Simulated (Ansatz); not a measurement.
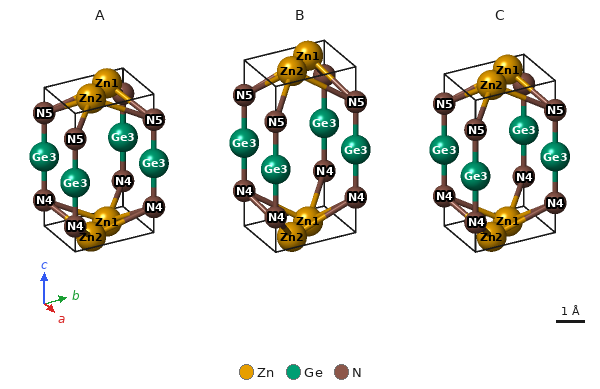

3 geometries from one relaxation of a crystal of Zn2GeN2 (a generated structure, set up in P6/mmm) (coarse preliminary run), in shuffled order. Style: ball-and-stick. Shown: the cell of the calculation, slightly off an axis.

The calculation used DFT PBE, scalar-relativistic, plane waves, PAW (Ansatz 0.2.0). Settings: plane-wave cutoff 420 eV; k-point mesh 6 × 6 × 4; occupations gaussian; smearing width 0.1 eV; no spin polarisation; cell and atoms relaxed; force threshold 0.04 eV/Å; at most 70 steps.

### Order the frames from highest to lowest energy.

A, C, B. They are steps 0, 2, 10, at +515 meV per atom, +101 meV per atom relative to the last. The largest moves relative to the cell, 0.17 Å, are those of N4 and N5. N5 goes along −c. Zn and Ge stay in place. The drawn cell changes as follows: a = b 4.041 → 4.108 Å (+1.7 %), c 5.085 → 6.095 Å (+19.9 %); the volume changes by +23.9 %. Among the contacts that change: N4–N5 1.871 → 2.581 Å, Zn1–N4 2.513 → 2.700 Å, Ge3–N4 1.607 → 1.757 Å, Zn1–Zn2 2.333 → 2.372 Å. The space group stays P6/mmm (No. 191). Over 8 accepted moves (10 points after the start) the energy falls by 515 meV per atom. Largest force component: 3.3 eV/Å at the start, 0.0012 eV/Å at the end. The pressure goes from 31.49 to 0.00 GPa. At 2 points the geometry stayed and the basis and grid were re-selected for the new cell (energy shift of 23.1 meV per atom at most each time).
